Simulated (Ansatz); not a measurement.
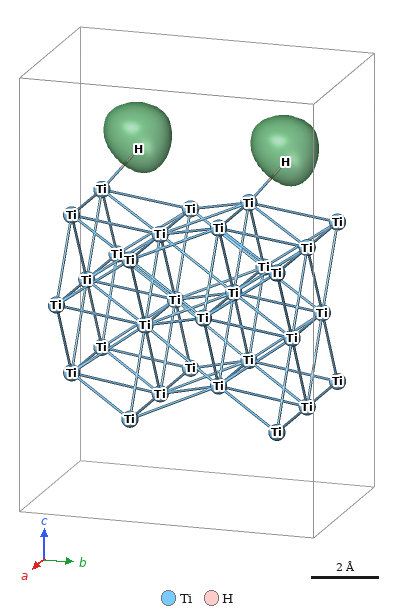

*Ti₁₂H (slab). Isosurface of the ELF at 0.8 (green), seen slightly off an axis. Core shells and regions of very low density are left out. Sticks mark near contacts.*

A point of a scan over the structure, not its minimum; not relaxed (largest force 0.5 eV/Å); computed without spin polarisation; PAW files of the earlier set (soft_1).

Computed with DFT PBE, scalar-relativistic, plane waves, PAW (Ansatz 0.2.0).

In a PAW calculation such maps are meaningful between the atoms, not at the nuclei.

Question: Describe the localisation domains.

Answer: At this value the surface marks out one region around a hydrogen nucleus, counted in one cell of 13 atoms. Counts are for one cell; the picture repeats the cell along the surface.

Values along the shortest contacts:
Ti–H (1.81 Å): the ELF climbs to about 1 towards the hydrogen. Ti–Ti (2.83 Å): the ELF is about 0.25 at the midpoint: no localised pair shows between them.

Question: Metal or insulator at this level of theory?

Answer: It is gapless in this calculation (a metal or semimetal).
